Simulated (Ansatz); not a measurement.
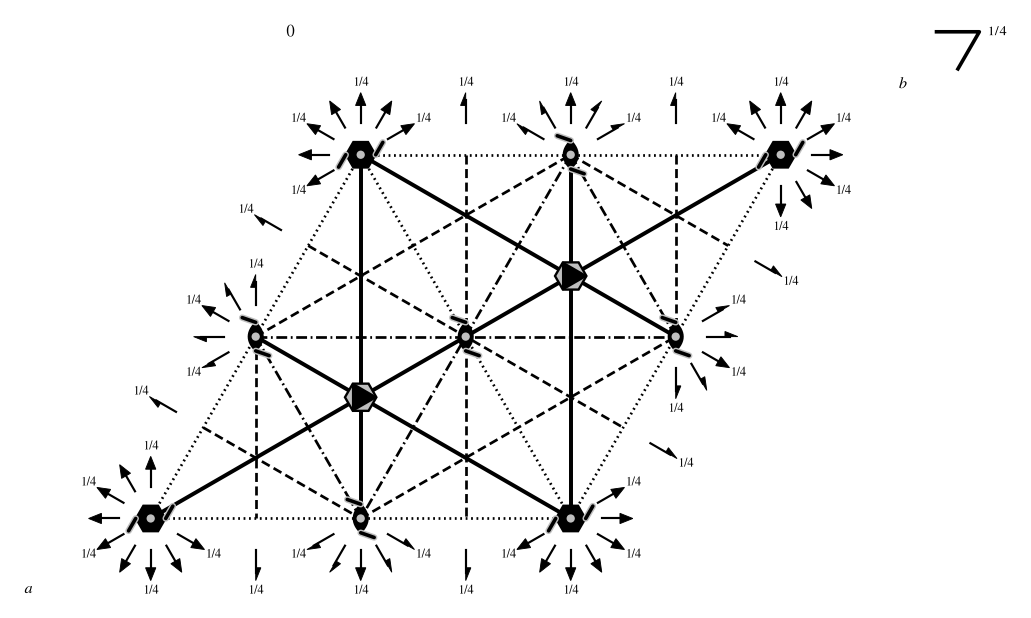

Symmetry elements of a space group, projected down c, computed from the operations of a computed or model structure of composition Cu, which need not be its known form.

Graphical symbols as in the International Tables (origin upper left, heights as fractions; handed screw axes are marked by their printed symbols).

> Identify the space group.

No. 194, P6_3/mmc; primitive hexagonal, point group 6/mmm, 24 general positions a cell.

> List the elements shown.

−6 axes along c at (1/3, 2/3), (2/3, 1/3); 6₃ axes along c at (0, 0); 2₁ axes along c at (0, 1/2), (1/2, 0), (1/2, 1/2); inversion centres at (0, 0), (0, 1/2), (1/2, 0), (1/2, 1/2); mirror planes holding c and [1 2 0] or [2 1 0] or [−1 1 0]; in-plane glide planes holding c and [1 2 0] or [2 1 0] or [−1 1 0]; c glide planes normal to a*, at x = 0; n glide planes normal to a*, at x = 1/2; c glide planes normal to b*, at y = 0; n glide planes normal to b*, at y = 1/2; c glide planes holding c and [1 1 0]; diagonal glide planes holding c and [1 1 0]; a mirror plane normal to c at height 1/4; 2 axes along [1 1 0] at height 0; 2 axes along [1 2 0] at height 1/4; 2 axes along [2 1 0] at height 1/4; 2 axes along [−1 1 0] at height 1/4; 2 axes along a at height 0; 2 axes along b at height 0; 2₁ axes along [1 1 0] at height 0; 2₁ axes along [1 2 0] at height 1/4; 2₁ axes along [2 1 0] at height 1/4; 2₁ axes along [−1 1 0] at height 1/4; 2₁ axes along a at height 0; 2₁ axes along b at height 0. Heights repeat every half period; positions are (a, b) fractions, modulo 1.
